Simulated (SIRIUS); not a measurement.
## A series of single points on MoP

System: MoP (P-6m2, 2 atoms in the cell).
Method: Kohn-Sham DFT of a periodic cell, PBEsol, dojo-sr-pbesol-0.4.1-standard, no spin polarisation (SIRIUS 7.10.0).

The 7 runs differ only in the geometry, by an even scaling of the cell at fixed fractional positions. The structure derives from an entry of the Crystallography Open Database.

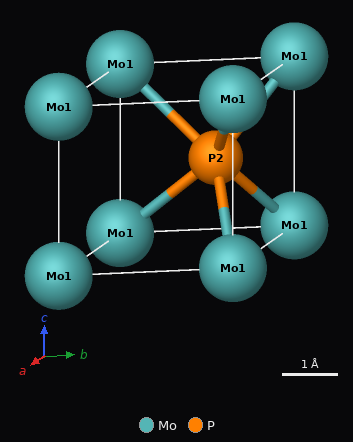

Figure 1. The structure of run 4 (ball-and-stick view of the cell of the calculation, seen slightly off an axis; atoms are numbered from 1 in the order of the input). An atom can appear more than once, as a periodic image.

### Input of run 4
```
{
  "control": {
    "processing_unit": "cpu",
    "verbosity": 2,
    "num_bands_to_print": 17,
    "print_forces": true,
    "print_stress": true
  },
  "parameters": {
    "electronic_structure_method": "pseudopotential",
    "xc_functionals": ["XC_GGA_X_PBE_SOL", "XC_GGA_C_PBE_SOL"],
    "gk_cutoff": 9.0,
    "pw_cutoff": 18.0,
    "ngridk": [10, 10, 8],
    "shiftk": [0, 0, 0],
    "smearing": "fermi_dirac",
    "smearing_width": 0.0018374661,
    "num_bands": 17,
    "num_mag_dims": 0,
    "num_dft_iter": 100,
    "energy_tol": 1e-08,
    "density_tol": 1e-06
  },
  "iterative_solver": {
    "type": "davidson",
    "min_tolerance": 1e-09,
    "tolerance_scale": [0.1, 0.25]
  },
  "mixer": {
    "type": "anderson",
    "beta": 0.7,
    "max_history": 8
  },
  "settings": {
    "tol_ne": 1e-10,
    "pseudo_grid_cutoff": 6.5
  },
  "unit_cell": {
    "lattice_vectors": [
      [6.090587299669, 0.0, 0.0],
      [-3.045293649834, 5.274603325485, 0.0],
      [0.0, 0.0, 6.030116063681]
    ],
    "atom_coordinate_units": "lattice",
    "atom_types": ["Mo", "P"],
    "atom_files": {
      "P": "P.json",
      "Mo": "Mo.json"
    },
    "atoms": {
      "Mo": [
        [0.0, 0.0, 0.0]
      ],
      "P": [
        [0.3333333333, 0.6666666667, 0.5]
      ]
    }
  }
}
```

Command:
```bash
upf_to_json P.upf
upf_to_json Mo.upf
OMP_NUM_THREADS=1 sirius.scf --input=sirius.json --output=out.json --task=0
```

Lattice vectors (Å) and fractional positions of run 4:
```
   3.223000    0.000000    0.000000
  -1.611500    2.791200    0.000000
   0.000000    0.000000    3.191000
Mo  0.000000  0.000000  0.000000
P   0.333333  0.666667  0.500000
```

Run 6 differs from it as follows:
```diff
-      [6.090587299669, 0.0, 0.0],
-      [-3.045293649834, 5.274603325485, 0.0],
-      [0.0, 0.0, 6.030116063681]
+      [6.170735797424, 0.0, 0.0],
+      [-3.085367898806, 5.344013960606, 0.0],
+      [0.0, 0.0, 6.109468796064]
```

### Results, with one run withheld

| run | volume per atom (Å³) | free energy per atom, from the lowest run given (meV) | pressure (GPa) |
| --- | --- | --- | --- |
| 1 | 13.492 | 23.30 | 12.31 |
| 2 | 13.779 | 6.62 | 6.38 |
| 3 | 14.066 | 0.00 | 1.07 |
| 4 | 14.353 | 2.41 | −3.70 |
| 5 | 14.640 | 12.91 | −7.97 |
| 6 | 14.927 | ? | ? |
| 7 | 15.214 | 54.87 | −15.22 |

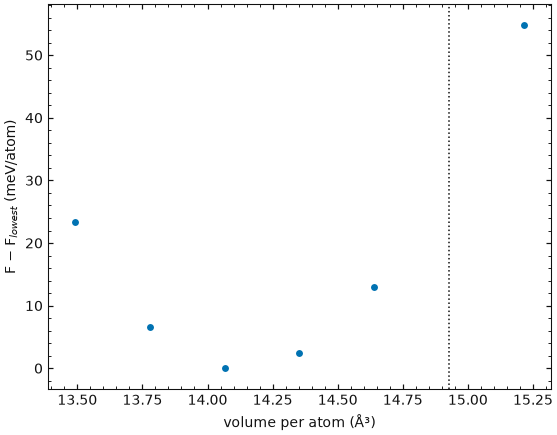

Figure 2. Free energy per atom of the runs given; the dotted line marks run 6.

What should run 6 give?

A cubic polynomial in V^(−2/3) (the Birch–Murnaghan form), fitted to the 6 runs given, misses them by under 0.01 meV per atom. With x = V^(−2/3) − 0.17022 Å⁻², it reads F = 0.44005 − 1453.9 x + 8.1674e+05 x² + 9.953e+05 x³ (meV per atom). At run 6 it gives 30.64 meV per atom, and the run itself gives 30.65. The slope of the fit gives a pressure −dF/dV of −11.78 GPa there, and the run prints −11.79 GPa. The fit has its minimum at 14.128 Å³ per atom, where V d²F/dV² gives 242 GPa. Cell shape and fractional positions are held, so this is the stiffness under even scaling; the relaxed bulk modulus wasn't computed.

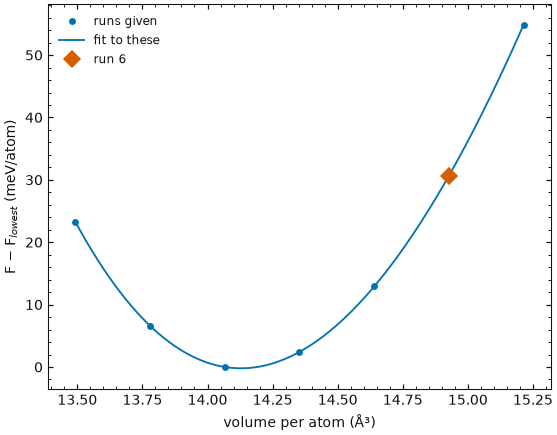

Figure 3. The fit and the withheld run.

### Some lines of the output (run 6)
```
[...]
[find] Free energy (E-TS)             :     -77.25168070 (Ha),    -154.50336140 (Ry)
[find] Efermi                         :       0.60541170
[find] Total energy                   :     -77.25151310 (Ha),    -154.50302620 (Ry)
[find] Free energy (E-TS)             :     -77.25168090 (Ha),    -154.50336179 (Ry)
[find] Efermi                         :       0.60540237
[find] Total energy                   :     -77.25151314 (Ha),    -154.50302628 (Ry)
[find] Free energy (E-TS)             :     -77.25168094 (Ha),    -154.50336187 (Ry)
[find] Efermi                         :       0.60539980
[find] Total energy                   :     -77.25151315 (Ha),    -154.50302629 (Ry)
[find] Free energy (E-TS)             :     -77.25168095 (Ha),    -154.50336189 (Ry)
[find] Efermi                         :       0.60539874
[find] Free energy (E-TS)             :     -77.25168095 (Ha),    -154.50336190 (Ry)
[find] Efermi                         :       0.60539822
[find] Efermi                         :       0.60539796
```
